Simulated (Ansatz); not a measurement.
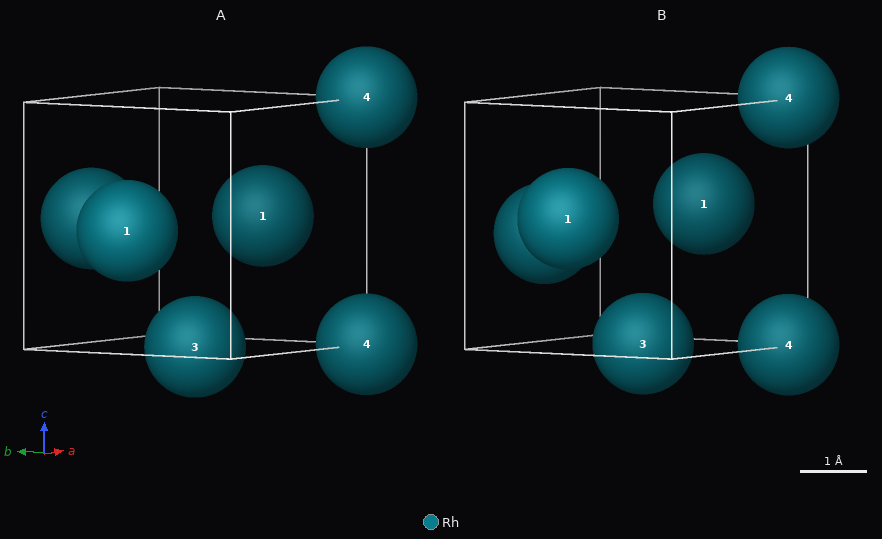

Two geometries of a crystal of Rh (set up in P1), drawn at one scale. One is the start of a relaxation, the other its converged end. Style: spheres-only. Shown: the cell of the calculation, from a free direction.

Computed with Ansatz, DFT PBEsol, scalar-relativistic, plane waves, PAW. Set-up: plane-wave cutoff 420 eV; k-point mesh 10 × 10 × 10; occupations gaussian; smearing width 0.15 eV; no spin polarisation; atoms relaxed in a fixed cell; force threshold 0.01 eV/Å; at most 80 steps.

Which of the two is the end point?

Structure A is the relaxed one. Case: all atoms moved at random, sigma 0.15 Å for each component; relaxed back. Over 3 accepted moves (5 points after the start) the energy falls by 1.833 eV per cell of the calculation. Largest force component: 4.5 eV/Å at the start, 0.0003 eV/Å at the end. 2 steps only repeated the SCF at the same geometry. The largest move is that of a Rh atom, 0.33 Å roughly along [0 1 1]. The cell stays as it was. Near-neighbour distances that change, for instance: Rh–Rh 3.072 → 2.673 Å, Rh–Rh 2.275 → 2.673 Å, Rh–Rh 3.004 → 2.673 Å, Rh–Rh 2.354 → 2.673 Å. The space group (tolerance 0.01 Å) goes from P1 (No. 1) to Fm-3m (No. 225). The run took 4.2 min on 1 thread of Intel(R) Xeon(R) 6975P-C (Granite Rapids) (shared host), peak memory 1 GiB.
